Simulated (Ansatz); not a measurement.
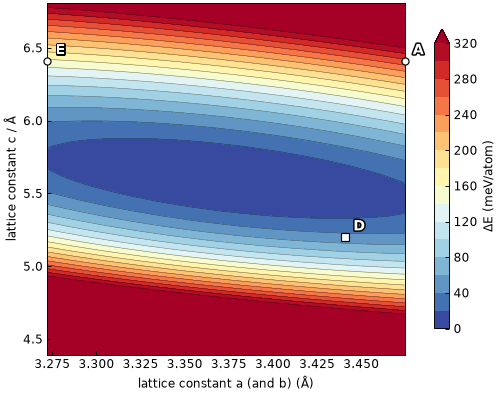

TiSe₂ (P-3m1, No. 164; 3 atoms in the cell). The energy is mapped over the lattice constants a and c of the conventional cell. The first coordinate is: lattice constant a (and b); the second: lattice constant c. Nothing is relaxed (fractional coordinates fixed). The scan uses a 7 × 7 grid. Points are written as (first, second). All energies are given in meV/atom relative to the lowest grid point. Level of theory: DFT LDA+D3(BJ), scalar-relativistic, plane waves, PAW (Ansatz). Settings: cutoff 520 eV, k-mesh 15×15×8 in the order of the run's cell vectors, gaussian smearing 0.15 eV, no spin polarisation.

The picture shows filled contours, one colour for all values above the top of the scale, lettered points. Between grid points the surface is interpolated.

Q: Rank the lettered points by energy, lowest first.

A: D (48 meV/atom), E (155 meV/atom), A (273 meV/atom).
